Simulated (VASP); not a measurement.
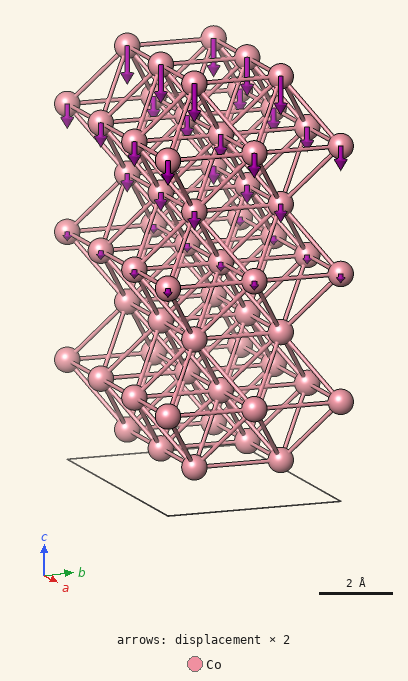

This is a relaxation of a slab of composition Co. The starting structure is drawn; purple arrows show the displacements, 2 times their true length.

A ball-and-stick model of the 3 × 2 repeat of the cell, outlined in the plane, without the vacuum, seen slightly off an axis.

The run lets the atoms move in a fixed cell. 3 atoms are held fixed.

All numbers below come from VASP, Kohn-Sham DFT of a periodic cell, PBE with D3(BJ), VASP PAW PBE potentials, recommended.

Input file:
```
SYSTEM = Co
  PREC = Accurate
  ENCUT = 520
  EDIFF = 1E-6
  ISMEAR = 0
  SIGMA = 0.05
  LREAL = .FALSE.
  LASPH = .TRUE.
  NELM = 120
  ALGO = Normal
  ISIF = 2
  LWAVE = .FALSE.
  LCHARG = .FALSE.
  ISPIN = 2
  MAGMOM = 2 2 2 2 2 2 2
  LORBIT = 11
  LMAXMIX = 4
  LDIPOL = .TRUE.
  IDIPOL = 3
  DIPOL = 0.5 0.5 0.500
  GGA = PE
  IVDW = 12
  IBRION = 2
  NSW = 60
  EDIFFG = -0.01
```

Launched with:
```bash
cat potpaw_PBE.64/Co/POTCAR > POTCAR
mpirun -np 1 vasp_std > vasp.out
```

What did the optimiser do to the structure, and how much energy did it gain?

After 16 geometry steps the energy has fallen by 0.209 eV per cell of the calculation. The largest force component goes from 0.87 to 0.9 eV/Å. The atom that moves furthest is a Co atom (0.55 Å along the normal (−c)). The lattice vectors keep their values. Some distances before and after: Co–Co 2.540 → 2.406 Å, Co–Co 2.540 → 2.447 Å, Co–Co 2.540 → 2.478 Å.

Limits of the set-up: only the magnetic order of this start and cell was tried (total moment 12.2 μB per cell).
